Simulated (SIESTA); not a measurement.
# A series of single points on ScAl3

System: ScAl3 (4 atoms in the cell).
Method: Kohn-Sham DFT of a periodic cell, LDA, PseudoDojo 0.4 standard, converted to PSML, no spin polarisation (SIESTA 5.4.2).

The 7 runs differ only in the geometry, by an even scaling of the cell at fixed fractional positions. The structure derives from a Materials Project entry.

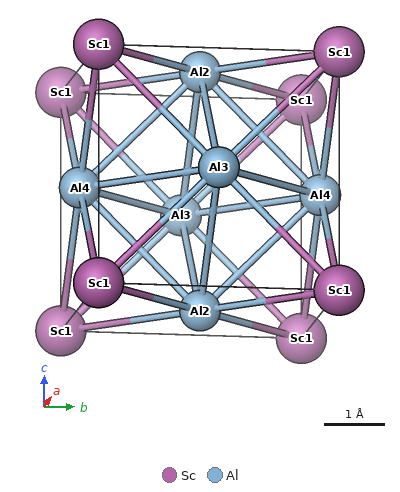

Figure 1. The structure of run 4 (ball-and-stick view of the cell of the calculation, seen at an oblique angle; atoms are numbered from 1 in the order of the input). An atom can appear more than once, as a periodic image.

### Input of run 4
```
SystemName                      ScAl3
SystemLabel                     ScAl3
NumberOfSpecies                 2
NumberOfAtoms                   4
%block ChemicalSpeciesLabel
  1  21 Sc
  2  13 Al
%endblock ChemicalSpeciesLabel

LatticeConstant                 1.0 Ang
%block LatticeVectors
     4.0878065700     0.0000000000     0.0000000000
     0.0000000000     4.0878065700     0.0000000000
     0.0000000000     0.0000000000     4.0878065700
%endblock LatticeVectors
AtomicCoordinatesFormat         Fractional
%block AtomicCoordinatesAndAtomicSpecies
     0.0000000000     0.0000000000     0.0000000000  1  Sc
     0.5000000000     0.5000000000     0.0000000000  2  Al
     0.0000000000     0.5000000000     0.5000000000  2  Al
     0.5000000000     0.0000000000     0.5000000000  2  Al
%endblock AtomicCoordinatesAndAtomicSpecies

%block kgrid.MonkhorstPack
    7   0   0  0.0
    0   7   0  0.0
    0   0   7  0.0
%endblock kgrid.MonkhorstPack
XC.Functional                   LDA
XC.Authors                      PW92
PAO.BasisSize                   DZP
PAO.EnergyShift                 0.003 Ry
Mesh.Cutoff                     800 Ry
OccupationFunction              FD
ElectronicTemperature           0.05 eV
MaxSCFIterations                120
SCF.MustConverge                false
SCF.Mixer.Method                Pulay
SCF.Mixer.Weight                0.25
SCF.Mixer.History               8
SCF.DM.Tolerance                5.0e-05
SCF.H.Tolerance                 1.0e-03 eV
WriteForces                     true
Charge.Mulliken                 end
BandLinesScale                  ReciprocalLatticeVectors
%block BandLines
    1    0.000000   0.000000   0.000000  \Gamma
   11    0.000000   0.500000   0.000000  X
   11    0.500000   0.500000   0.000000  M
   15    0.000000   0.000000   0.000000  \Gamma
   18    0.500000   0.500000   0.500000  R
   15    0.000000   0.500000   0.000000  X
    1    0.500000   0.500000   0.000000  M
   11    0.500000   0.500000   0.500000  R
%endblock BandLines
%block PAO.Basis
  Sc 5
  n=3 0 2
    3.340 0.000
  n=4 0 2
    9.077 0.000
  n=3 1 2
    3.805 0.000
  n=4 1 1
    9.077
  n=3 2 2
    6.941 0.000
%endblock PAO.Basis
```

Command:
```bash
siesta ScAl3.fdf > ScAl3.out 2>&1
```

Lattice vectors (Å) and fractional positions of run 4:
```
   4.087807    0.000000    0.000000
   0.000000    4.087807    0.000000
   0.000000    0.000000    4.087807
Sc  0.000000  0.000000  0.000000
Al  0.500000  0.500000  0.000000
Al  0.000000  0.500000  0.500000
Al  0.500000  0.000000  0.500000
```

Run 6 has the same physical settings and fractional positions; its lattice vectors (Å) are:
```
   4.141600    0.000000    0.000000
   0.000000    4.141600    0.000000
   0.000000    0.000000    4.141600
```

### Results, with one run withheld

```tsv
run	volume per atom (Å³)	free energy per atom, from the lowest run given (meV)	pressure (GPa)
1	16.052	1.84	1.95
2	16.394	0.00	−0.16
3	16.735	2.45	−2.08
4	17.077	8.76	−3.79
5	17.419	18.53	−5.32
6	17.760	?	?
7	18.102	46.99	−7.92
```

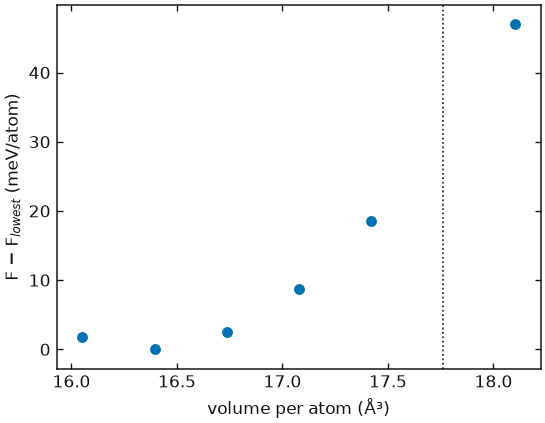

Figure 2. Free energy per atom of the runs given; the dotted line marks run 6.

What should run 6 give?

A cubic polynomial in V^(−2/3) (the Birch–Murnaghan form), fitted to the 6 runs given, misses them by under 0.01 meV per atom. With x = V^(−2/3) − 0.15160 Å⁻², it reads F = 5.8253 − 3285.7 x + 4.6039e+05 x² + 4.0845e+05 x³ (meV per atom). At run 6 it gives 31.35 meV per atom, and the run itself gives 31.38. The slope of the fit gives a pressure −dF/dV of −6.70 GPa there, and the run prints −6.69 GPa. The fit has its minimum at 16.363 Å³ per atom, where V d²F/dV² gives 97.4 GPa: the bulk modulus at this level, since symmetry fixes the shape and the positions.

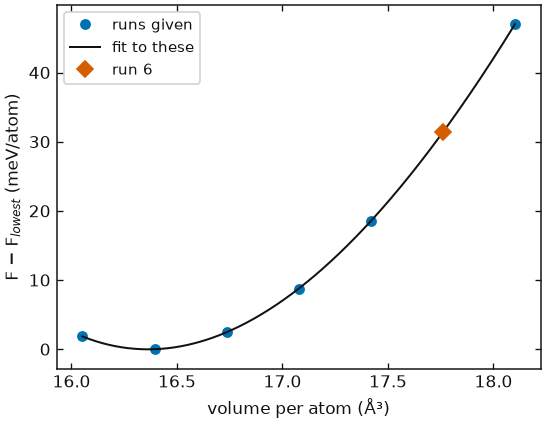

Figure 3. The fit and the withheld run.

### Some lines of the output (run 6)
```
[...]
outcell: Cell volume (Ang**3)        :     71.0402
stepf: Fermi-Dirac step function
siesta: Etot    =     -1510.374798
siesta: FreeEng =     -1510.387454
        iscf     Eharris(eV)        E_KS(eV)     FreeEng(eV)     dDmax    Ef(eV) dHmax(eV)
siesta: E_KS(eV) =            -1510.4625
siesta: E_KS - E_eggbox =     -1510.4625
siesta: Etot    =     -1510.462529
siesta: FreeEng =     -1510.475493
siesta:         Fermi =      -6.348684
siesta: Cell volume =         71.040229 Ang**3
    Orbital volume contribution        =           7.266686 eV
```

Notes: Points of doubt noted for this run: mulliken charges of long orbitals. With a small basis of atomic orbitals these values can differ much from converged plane-wave results.
